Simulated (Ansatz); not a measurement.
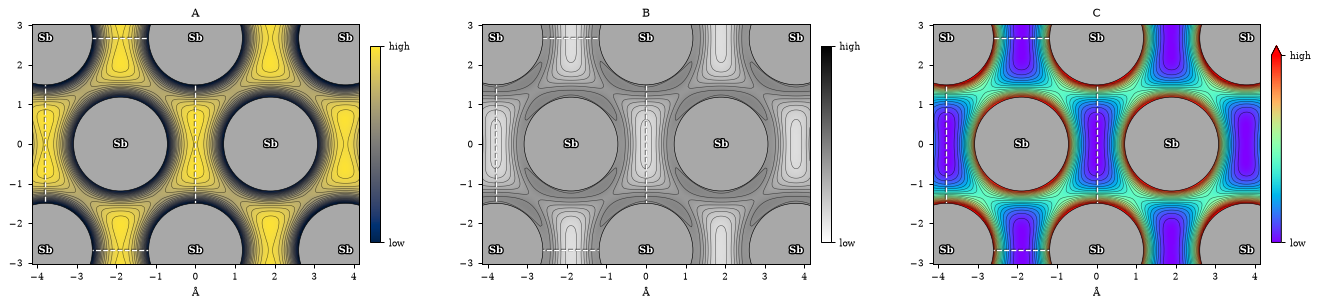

Sb: 3 fields on the (11̄0) plane of the conventional cell, with unlabelled colour scales. Grey discs cover the atomic cores.

Space group Im-3m; a structure from a database of computed crystals, not necessarily the ambient phase; computed without spin polarisation.

These are results of DFT PBE, scalar-relativistic, plane waves, PAW (Ansatz 0.2.0), not measurements.

```yaml
crystal:
  lattice:
    - [3.79073, 0.00000, 0.00000]
    - [0.00000, 3.79073, 0.00000]
    - [0.00000, 0.00000, 3.79073]
  atoms:
    - { symbol: Sb, position: [0.00000, 0.00000, 0.00000] }
    - { symbol: Sb, position: [0.50000, 0.50000, 0.50000] }
```

**Which field does each panel show? The fields are: electron localisation function, electrostatic potential energy of an electron and valence pseudo-density.**

Panel A: electrostatic potential energy of an electron (low next to the atoms, rising into the space between them). Panel B: electron localisation function. Panel C: valence pseudo-density. From the grid: Sb–Sb (3.28 Å): ρ at the midpoint is about 0.19 e/Å³; the ELF is about 0.40 at the midpoint.
